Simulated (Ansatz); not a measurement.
Geometry relaxation of C

- system: C (R-3m, 2 atoms in the cell)
- method: DFT PBE+D3(BJ), scalar-relativistic, plane waves, PAW, no spin polarisation (Ansatz 0.2.0)

The structure derives from an entry of the Crystallography Open Database. Figures and captions count atoms from 1; the log counts them from 0 in places.

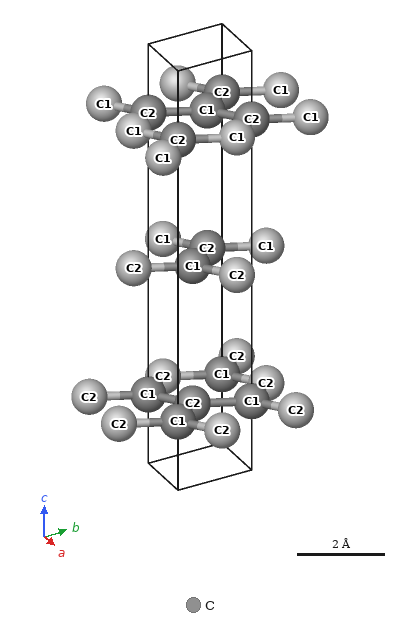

The structure as given in the input (ball-and-stick view of the cell 3 times as large as that of the calculation, set on its symmetry axes, seen slightly off an axis; neighbours outside the cell are drawn fainter; atoms are numbered from 1 in the order of the input). An atom can appear more than once, as a periodic image. Near neighbours in the periodic cell (some may lie outside the picture): C has 3 C at 1.42 Å.

## The input
```yaml
crystal:
  lattice:
    - [1.2280263465, 0.7090013417, 3.3470108394]
    - [-1.2280263465, 0.7090013417, 3.3470108394]
    - [0.0, -1.4180026834, 3.3470108394]
  atoms:
    - { symbol: C, position: [0.164, 0.164, 0.164] }
    - { symbol: C, position: [0.836, 0.836, 0.836] }
basis:
  ecutwfc: 420
kpoints:
  mp_grid: { grid: [12, 12, 12] }
hamiltonian:
  xc: pbe
  dispersion: d3bj
scf:
  occupations: { method: gaussian, width: 0.1 }
output:
  forces: true
  stress: true
  eigenvalues: true
relax:
  adjacent_minimum: "off"
  f_tol: 0.05
  max_steps: 80
  cell: { stress_tol: 0.5 }
```

Run as:
```bash
ansatz run input.yaml --threads 4 --pin off --max-ram 10240MiB --backend cpu --events-out ev --progress --plain --runs-dir out
```

## The program's output
```
basis.fft_grid_basis auto: the FFT boxes are laid along the combinations [[1, 0, -1], [0, 1, -1], [0, 0, 1]] of the cell's own vectors, 2.456, 2.456 and 3.635 Å long. The dense box has 18×18×25 points. Along the cell's own vectors, as sized, it would have 25×25×25, 1.93 times as many. Of the 12 symmetry operations that the crystal satisfies within crystal.symmetry.tolerance (time reversal apart; of a slab, those that keep its plane) the dense box along the cell's own vectors carries 12, and the one as laid loses 8 of those. basis.fft_grid_basis: typed keeps the cell's own vectors: state it where this run's energies or levels are differenced outside the engine with another run's, or held beside a run that keeps those vectors.
Engine: ansatz 0.2.0, aarch64-unknown-linux-gnu
Pseudopotentials: kind: paw
Pseudopotential: C, paw, valence charge 4, recommended cutoff 420 eV (normal), C.paw.azcp
Functional definition: PBE
  parameter kappa = 0.804
  parameter beta = 0.06672455060314922
  exchange = pbe_x(kappa = kappa, mu = beta*pi^2/3)
  correlation = pbe_c(beta = beta)
Crystal: 2 atoms, lattice volume = 17.485 Å³
Basis set: ecut = 420 eV, 329 PW (Γ), FFT grids on a1−a3, a2−a3, a3, exchange–correlation on 36×36×50 points (8 copies of the dense FFT grid, shifted against one another)
Bands: 8, of which v1, the nominal top of the filled ones, is band 4 counted from 1 (3 counted from 0)
Symmetry: 12 space group operations
Space group: R-3m (ITA 166), of the structure as read, at distance tolerance 2.6e-5 Å
k-points: 189 of 1728
Non-local potential: C, projectors of the file, l = 0: 2, l = 1: 2, l = 2: 1
PAW form: soft (Blöchl's): semilocal exchange-correlation on the pseudo side does not see the compensation charge
PAW one-centre angular grid: C, 110 points (default); XC on 64 Gauss nodes
Initial density: superposition of atomic densities (neutral atoms: chi_scale 0, normalization atom), corrected by the library's trained network
Initial wavefunctions: pseudopotential atomic-orbital guess
Functional: x = pbe(κ = 0.804, μ = 0.2195149727645171), c = pbe(β = 0.06672455060314922)
SCF iter   1: F=—  HF=-502.144570 eV  |F-HF|=—  |Δ(HF+E_count)|=         —  Δρ=2.26e-3  dr2=6.94e-4  ethr=1.77e-3  ⟨swp⟩=4.1  Hψ=9816  notcnv=0
preconditioner: auto → none  [insulator: Δε(μ)=0.746 eV  Ē_g=18.524 eV  σ=0.100 eV  W_gap=1.00  n_scr=2 (ndim 8)  ℏωp=25.1 eV  f_vac=0.003  D(μ)=0.00/eV (n_scr^D=0)  ε∞_Penn≈2.8]
SCF iter   2: F=—  HF=-502.145099 eV  |F-HF|=—  |Δ(HF+E_count)|=   5.29e-4  Δρ=1.18e-3  dr2=1.82e-4  ethr=8.68e-6  ⟨swp⟩=2.9  Hψ=3808  notcnv=0
SCF iter   3: F=—  HF=-502.145197 eV  |F-HF|=—  |Δ(HF+E_count)|=   9.80e-5  Δρ=2.52e-4  dr2=7.93e-6  ethr=2.27e-6  ⟨swp⟩=2.0  Hψ=2194  notcnv=0
SCF iter   4: F=—  HF=-502.145197 eV  |F-HF|=—  |Δ(HF+E_count)|=   5.61e-7  Δρ=8.24e-5  dr2=4.90e-7  ethr=9.91e-8  ⟨swp⟩=2.4  Hψ=2235  notcnv=0
iter 5 did not close the SCF: its close was put off for the readings that it lacked (scf_convergence_deferred on its scf_iter line)
SCF iter   5: F=-502.145197 eV  HF=-502.145197 eV  |F-HF|=6.31e-10  |Δ(HF+E_count)|=   2.40e-7  Δρ=6.01e-6  dr2=3.95e-9  ethr=6.13e-9  ⟨swp⟩=2.3  Hψ=2138  notcnv=0
SCF iter   6: F=-502.145197 eV  HF=-502.145197 eV  |F-HF|=2.79e-12  |Δ(HF+E_count)|=  2.65e-10  Δρ=5.35e-7  dr2=1.95e-11  ethr=4.94e-11  ⟨swp⟩=2.0  Hψ=4948  notcnv=0
SCF 1 converged in 6 iterations: F = -502.145197 eV  dr2 = 1.95e-11
  greatest PAW one-centre occupation: 0.675 electrons in one spin orbital (limit 2), on the C atom at site 1 (counted from 0), in its partial waves of l = 0
relax step   1: F+E_penalty+E_count = -502.14519742 eV  Δ(F+E_penalty+E_count) = +0.000e0 eV  max|allowed force component| = 8.577e-1 eV/Å  Δτ_max = 0.0000 Å  P = +3.087 GPa  Ω = 17.485 Å³  (6 SCF iters, dr2 threshold 1.00e-7 eV, accepted)
Crystal: 2 atoms, lattice volume = 17.571 Å³
Basis set: ecut = 420 eV, 341 PW (Γ), FFT grids on a1−a3, a2−a3, a3, exchange–correlation on 36×36×50 points (8 copies of the dense FFT grid, shifted against one another)
Initial density: handed on by an earlier stage of this run
Initial wavefunctions: those handed on with the density
iter 1 solved again at ethr=4.45e-5 eV; its pass at ethr=3.10e-3 eV (dr2=3.56e-3 eV) is discarded
SCF iter   1: F=—  HF=-502.168474 eV  |F-HF|=—  |Δ(HF+E_count)|=         —  Δρ=8.03e-3  dr2=3.69e-3  ethr=4.45e-5  ⟨swp⟩=1.2  Hψ=13682  notcnv=0
preconditioner: auto → none  [insulator: Δε(μ)=0.658 eV  Ē_g=18.404 eV  σ=0.100 eV  W_gap=1.00  n_scr=2 (ndim 8)  ℏωp=25.1 eV  f_vac=0.000  D(μ)=0.00/eV (n_scr^D=0)  ε∞_Penn≈2.9]
SCF iter   2: F=—  HF=-502.167921 eV  |F-HF|=—  |Δ(HF+E_count)|=   5.53e-4  Δρ=3.39e-3  dr2=5.38e-4  ethr=4.45e-5  ⟨swp⟩=1.3  Hψ=1561  notcnv=0
SCF iter   3: F=—  HF=-502.167965 eV  |F-HF|=—  |Δ(HF+E_count)|=   4.35e-5  Δρ=4.06e-4  dr2=5.91e-6  ethr=6.72e-6  ⟨swp⟩=2.0  Hψ=1955  notcnv=0
SCF iter   4: F=—  HF=-502.167978 eV  |F-HF|=—  |Δ(HF+E_count)|=   1.33e-5  Δρ=1.87e-5  dr2=3.54e-8  ethr=7.39e-8  ⟨swp⟩=1.9  Hψ=1992  notcnv=0
iter 5 did not close the SCF: its close was put off for the readings that it lacked (scf_convergence_deferred on its scf_iter line)
SCF iter   5: F=-502.167978 eV  HF=-502.167978 eV  |F-HF|=2.16e-10  |Δ(HF+E_count)|=   5.65e-9  Δρ=2.80e-6  dr2=5.66e-10  ethr=4.42e-10  ⟨swp⟩=2.4  Hψ=2079  notcnv=0
SCF iter   6: F=-502.167978 eV  HF=-502.167978 eV  |F-HF|=1.88e-12  |Δ(HF+E_count)|=  3.31e-10  Δρ=2.95e-7  dr2=8.66e-12  ethr=7.08e-12  ⟨swp⟩=1.3  Hψ=4617  notcnv=0
SCF 2 converged in 6 iterations: F = -502.167978 eV  dr2 = 8.66e-12
  greatest PAW one-centre occupation: 0.672 electrons in one spin orbital (limit 2), on the C atom at site 1 (counted from 0), in its partial waves of l = 0
relax step   2: F+E_penalty+E_count = -502.16797780 eV  Δ(F+E_penalty+E_count) = -2.278e-2 eV  max|allowed force component| = 1.951e-1 eV/Å  Δτ_max = 0.0318 Å  P = -0.280 GPa  Ω = 17.571 Å³  energy of the carried Pulay correction = -2.944e-4 eV  (6 SCF iters, dr2 threshold 2.00e-7 eV, accepted)
Crystal: 2 atoms, lattice volume = 17.558 Å³
iter 1 solved again at ethr=1.66e-6 eV; its pass at ethr=3.10e-3 eV (dr2=1.33e-4 eV) is discarded
SCF iter   1: F=—  HF=-502.169197 eV  |F-HF|=—  |Δ(HF+E_count)|=         —  Δρ=1.46e-3  dr2=1.16e-4  ethr=1.66e-6  ⟨swp⟩=2.0  Hψ=13056  notcnv=0
preconditioner: auto → none  [insulator: Δε(μ)=0.674 eV  Ē_g=18.431 eV  σ=0.100 eV  W_gap=1.00  n_scr=2 (ndim 8)  ℏωp=25.1 eV  f_vac=0.000  D(μ)=0.00/eV (n_scr^D=0)  ε∞_Penn≈2.8]
SCF iter   2: F=—  HF=-502.169187 eV  |F-HF|=—  |Δ(HF+E_count)|=   1.04e-5  Δρ=6.12e-4  dr2=1.65e-5  ethr=1.45e-6  ⟨swp⟩=1.3  Hψ=1570  notcnv=0
iter 3 did not close the SCF: its close was put off for the readings that it lacked (scf_convergence_deferred on its scf_iter line)
SCF iter   3: F=-502.169189 eV  HF=-502.169188 eV  |F-HF|=2.01e-7  |Δ(HF+E_count)|=   1.68e-6  Δρ=7.58e-5  dr2=1.98e-7  ethr=2.07e-7  ⟨swp⟩=2.0  Hψ=1876  notcnv=0
iter 4 did not close the SCF: its close was put off for the readings that it lacked (scf_convergence_deferred on its scf_iter line)
SCF iter   4: F=-502.169189 eV  HF=-502.169189 eV  |F-HF|=5.67e-10  |Δ(HF+E_count)|=   2.06e-7  Δρ=4.04e-6  dr2=1.60e-9  ethr=2.47e-9  ⟨swp⟩=1.9  Hψ=2012  notcnv=0
iter 5 did not close the SCF: its close was put off for the readings that it lacked (scf_convergence_deferred on its scf_iter line)
SCF iter   5: F=-502.169189 eV  HF=-502.169189 eV  |F-HF|=5.63e-12  |Δ(HF+E_count)|=  4.23e-10  Δρ=4.39e-7  dr2=1.42e-11  ethr=2.00e-11  ⟨swp⟩=2.2  Hψ=2037  notcnv=0
SCF iter   6: F=-502.169189 eV  HF=-502.169189 eV  |F-HF|=2.84e-13  |Δ(HF+E_count)|=  8.41e-12  Δρ=4.11e-8  dr2=1.85e-13  ethr=1.00e-12  ⟨swp⟩=1.0  Hψ=4013  notcnv=0
SCF 3 converged in 6 iterations: F = -502.169189 eV  dr2 = 1.85e-13
  greatest PAW one-centre occupation: 0.673 electrons in one spin orbital (limit 2), on the C atom at site 1 (counted from 0), in its partial waves of l = 0
relax step   3: F+E_penalty+E_count = -502.16918870 eV  Δ(F+E_penalty+E_count) = -1.211e-3 eV  max|allowed force component| = 1.468e-3 eV/Å  Δτ_max = 0.0059 Å  P = +0.080 GPa  Ω = 17.558 Å³  energy of the carried Pulay correction = -2.497e-4 eV  (6 SCF iters, dr2 threshold 2.00e-7 eV, accepted)
Initial wavefunctions: pseudopotential atomic-orbital guess (no wavefunctions were taken with the density)
iter 1 solved again at ethr=1.51e-7 eV; its pass at ethr=3.10e-3 eV (dr2=1.21e-5 eV) is discarded
SCF iter   1: F=—  HF=-502.169414 eV  |F-HF|=—  |Δ(HF+E_count)|=         —  Δρ=3.82e-5  dr2=2.91e-8  ethr=1.51e-7  ⟨swp⟩=2.6  Hψ=14094  notcnv=0
preconditioner: auto → none  [insulator: Δε(μ)=0.675 eV  Ē_g=18.430 eV  σ=0.100 eV  W_gap=1.00  n_scr=2 (ndim 8)  ℏωp=25.1 eV  f_vac=0.000  D(μ)=0.00/eV (n_scr^D=0)  ε∞_Penn≈2.8]
SCF iter   2: F=—  HF=-502.169421 eV  |F-HF|=—  |Δ(HF+E_count)|=   6.80e-6  Δρ=1.93e-5  dr2=7.02e-9  ethr=3.64e-10  ⟨swp⟩=2.6  Hψ=2376  notcnv=0
iter 3 did not close the SCF: its close was put off for the readings that it lacked (scf_convergence_deferred on its scf_iter line)
SCF iter   3: F=-502.169421 eV  HF=-502.169421 eV  |F-HF|=3.26e-10  |Δ(HF+E_count)|=   1.30e-7  Δρ=1.41e-6  dr2=1.05e-10  ethr=8.78e-11  ⟨swp⟩=2.2  Hψ=2227  notcnv=0
iter 4 did not close the SCF: its close was put off for the readings that it lacked (scf_convergence_deferred on its scf_iter line)
SCF iter   4: F=-502.169421 eV  HF=-502.169421 eV  |F-HF|=7.39e-13  |Δ(HF+E_count)|=  3.43e-10  Δρ=2.36e-7  dr2=7.94e-12  ethr=1.31e-12  ⟨swp⟩=2.6  Hψ=2285  notcnv=0
iter 5 did not close the SCF: its close was put off for the readings that it lacked (scf_convergence_deferred on its scf_iter line)
SCF iter   5: F=-502.169421 eV  HF=-502.169421 eV  |F-HF|=1.14e-13  |Δ(HF+E_count)|=  1.08e-12  Δρ=1.77e-8  dr2=6.38e-14  ethr=1.00e-12  ⟨swp⟩=1.0  Hψ=1512  notcnv=0
iter 6 did not close the SCF: its close was put off for the readings that it lacked (scf_convergence_deferred on its scf_iter line)
SCF iter   6: F=-502.169421 eV  HF=-502.169421 eV  |F-HF|=1.14e-13  |Δ(HF+E_count)|=  5.68e-14  Δρ=6.24e-9  dr2=5.96e-15  ethr=1.00e-12  ⟨swp⟩=1.0  Hψ=1512  notcnv=0
SCF iter   7: F=-502.169421 eV  HF=-502.169421 eV  |F-HF|=1.14e-13  |Δ(HF+E_count)|=  5.68e-14  Δρ=9.36e-10  dr2=1.59e-16  ethr=1.00e-12  ⟨swp⟩=1.0  Hψ=3782  notcnv=0
SCF 4 converged in 7 iterations: F = -502.169421 eV  dr2 = 1.59e-16
relax step   4: F+E_penalty+E_count = -502.16942082 eV  Δ(F+E_penalty+E_count) = -2.321e-4 eV  max|allowed force component| = 1.494e-3 eV/Å  Δτ_max = 0.0000 Å  P = +0.097 GPa  Ω = 17.558 Å³  stress off target by 1.44e-1 GPa  SCF on the basis re-selected at this cell (its energy is not comparable with the rows above)  (7 SCF iters)
```

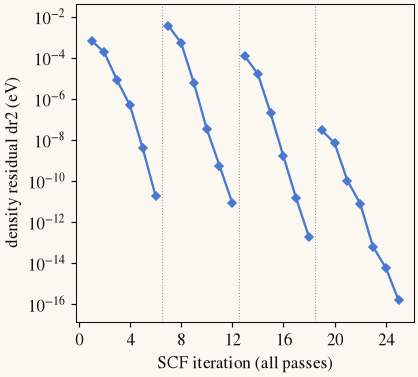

Convergence of the self-consistent field: density residual dr2 against the SCF iteration. The dotted lines part the SCF passes of the relaxation: geometry steps, rejected trials and re-solves on a re-selected basis. The passes take 6, 6, 6 and 7 iterations.

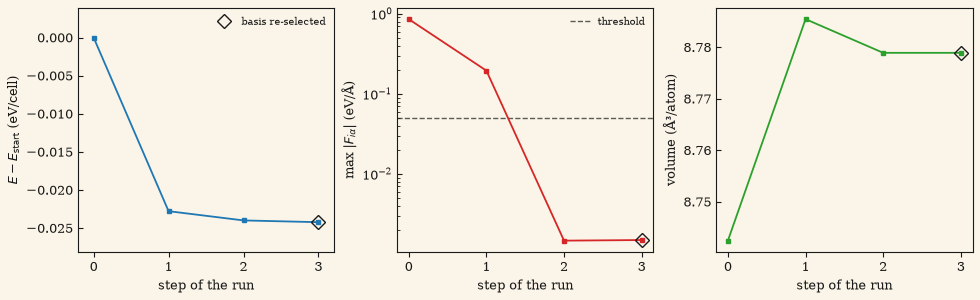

Progress of the relaxation, step by step (the first geometry is step 0 here and step 1 in the log).

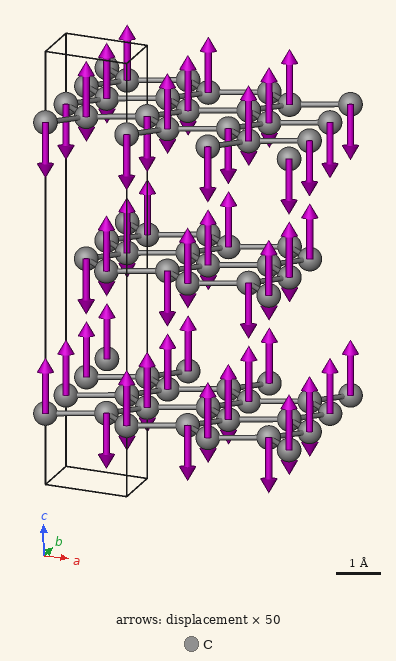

The starting structure with the displacements (without the part carried along by the change of the cell) as pink arrows, magnified 50 times (ball-and-stick view of the cell 3 times as large as that of the calculation, set on its symmetry axes, repeated 3 × 3 × 1, seen slightly off an axis). After 2 geometry steps the energy has fallen by 24.0 meV per cell of the calculation. The largest force component goes from 0.86 to 0.0015 eV/Å. The pressure goes from 3.09 to 0.10 GPa. The largest moves relative to the cell, 0.026 Å, are those of C1 and C2. Cell: a = b 2.456 → 2.465 Å (+0.4 %), c 10.041 → 10.011 Å (−0.3 %). Volume +0.4 %. Among the contacts that change: C1–C2 1.419 → 1.423 Å. The space group stays R-3m (No. 166). A last SCF at the same geometry on a re-selected plane-wave basis shifts the energy by −0.2 meV per cell of the calculation. (Atoms are counted from 1 in the order of the input.)

```
basis re-selected at this cell: Δ(F+E_penalty+E_count) = -2.321e-4 eV, ΔP = +0.018 GPa vs the last step (what re-selecting the basis moved, of the pressure what is left beyond the Pulay correction that the steps carried, after the strain that the cell walked since its last selection, with what the two solves' SCF thresholds leave and, on support functions, any second-order correction that the steps lacked; it is no measure of the basis error at this ecutwfc). This SCF's stress stands 1.44e-1 GPa from its target on what of the cell is left free (relax.cell.stress_tol is 5.00e-1 GPa) and its largest allowed force component is 1.49e-3 eV/Å (relax.f_tol is 5.00e-2 eV/Å): within both
SCF converged after 7 iterations
Free energy (F): -502.169421 eV
Harris-Foulkes:  -502.169421 eV  (|F-HF|=1.14e-13)
Internal energy: -502.169421 eV  (E = F + TS)
E sigma→0 (E₀):  -502.169421 eV
Entropy (-TS):   -0.000000 eV (-0.000 meV/atom)
Fermi energy:    7.046228 eV
--- Per-component energies (eV) ---
  E_band       = -16.668836
  E_kinetic    = 181.910846
  E_local      = -302.669350  (includes V_loc(G=0)·N_el)
  E_nonlocal   = 54.614694
  E_hartree    = 91.007564
  E_xc         = -96.047581
  E_vxc        = -118.929429  (∫ρ·V_xc dr)
  E_paw        = -198.691112  (= ΣΔE_a)
  E_vpaw       = -13.610739  (= ΣTr[D̂ρ^β])
  E_aug_tail   = 0.000014  (compensation charges beyond the density's cutoff)
  E_ewald      = -231.979741
  E_disp       = -0.314755  (pairwise vdW)
  E_smearing   = -0.000000  (= −TS)
  E_closure    = -0.000000  (closes the sum)
  Σ components = -502.169421   (vs F -502.169421, Δ=0.00e0)
--- Forces (eV/Å), atoms counted from 1 ---
  atom   1  C      0.00000000    -0.00000000    -0.00149355
  atom   2  C      0.00000000     0.00000000     0.00149355
  max |Σ_I F_I| component: 0.00e0 eV/Å
--- Stress (GPa, compression-positive) ---
        0.074168      -0.000000      -0.000000
       -0.000000       0.074168       0.000000
       -0.000000       0.000000       0.143505
  P = ⅓ Tr σ = 0.0973 GPa (0.973 kbar)
--- Band table (eV; the first three rows and the last of 189) ---
  k-point 0: bands = ["-12.6178", "0.5213", "4.0408", "4.0408", "11.3757", "15.4353", "15.4353", "18.3795"]
  k-point 1: bands = ["-12.4500", "0.6906", "3.3895", "3.7041", "11.6139", "15.5181", "16.1286", "17.8051"]
  k-point 2: bands = ["-11.9487", "1.1942", "1.7477", "2.9145", "12.3243", "15.4958", "16.3005", "17.9630"]
  k-point 188: bands = ["-12.3048", "-1.4992", "4.0223", "4.0223", "15.3836", "15.3836", "17.7334", "18.6046"]
--- Relaxed structure (3 steps of the walk, 3 accepted, 1 SCFs on fresh bases) ---
  F+E_penalty+E_count = -502.16942082 eV   max|allowed force component| = 1.494e-3 eV/Å   (the final SCF, on the basis selected at the relaxed cell)
  cell:  # Å, volume = 17.5578 Å³
    - [1.2324490020004142, 0.7115547630674248, 3.336893704989398]
    - [-1.2324490020004142, 0.7115547630674248, 3.336893704989398]
    - [-7.014637657824478e-35, -1.4231095261348496, 3.336893704989398]
  atoms:
    - { symbol: C, position: [0.16658672304712038, 0.16658672304712038, 0.16658672304712038] }
    - { symbol: C, position: [0.8334132769528794, 0.8334132769528794, 0.8334132769528794] }
```

## Trajectory as extended XYZ (Å, eV, eV/Å), 4 frames, from step=1 to step=4
```
2
Lattice="1.2280 0.7090 3.3470 -1.2280 0.7090 3.3470 0.0000 -1.4180 3.3470" Properties=species:S:1:pos:R:3:forces:R:3 step=1 energy=-502.14520 pressure_GPa=3.09
C     0.0000    0.0000    1.6467    0.0000   0.0000   0.8577
C     0.0000    0.0000    8.3943    0.0000   0.0000  -0.8577
2
Lattice="1.2329 0.7118 3.3367 -1.2329 0.7118 3.3367 0.0000 -1.4237 3.3367" Properties=species:S:1:pos:R:3:forces:R:3 step=2 energy=-502.16798 pressure_GPa=-0.28
C     0.0000    0.0000    1.6734    0.0000   0.0000  -0.1951
C     0.0000    0.0000    8.3367    0.0000   0.0000   0.1951
2
Lattice="1.2324 0.7116 3.3369 -1.2324 0.7116 3.3369 0.0000 -1.4231 3.3369" Properties=species:S:1:pos:R:3:forces:R:3 step=3 energy=-502.16919 pressure_GPa=0.08
C     0.0000    0.0000    1.6676    0.0000   0.0000  -0.0015
C     0.0000    0.0000    8.3430    0.0000   0.0000   0.0015
2
Lattice="1.2324 0.7116 3.3369 -1.2324 0.7116 3.3369 0.0000 -1.4231 3.3369" Properties=species:S:1:pos:R:3:forces:R:3 step=4 energy=-502.16942 pressure_GPa=0.10
C     0.0000    0.0000    1.6676    0.0000   0.0000  -0.0015
C     0.0000    0.0000    8.3430    0.0000   0.0000   0.0015
```

## Key numbers

- outcome: converged
- space group (tolerance 0.01 Å): R-3m (166)
- electrons treated: 8
- free energy: −502.1694 eV
- Fermi energy: 7.046 eV
- gap on the k-point mesh: 0.67 eV
- pressure: 0.10 GPa
- final volume: 17.56 Å³
- largest force (length of the vector) at the end: 0.001 eV/Å
- final cell: a = 3.628 Å, b = 3.628 Å, c = 3.628 Å, α = 39.72°, β = 39.72°, γ = 39.72°
- hardware: 4 threads of Arm Neoverse V2, 24 GiB of memory available, shared host
- wall time: 2.4 s (CPU time 8.6 s)
- peak memory: 0.3 GiB
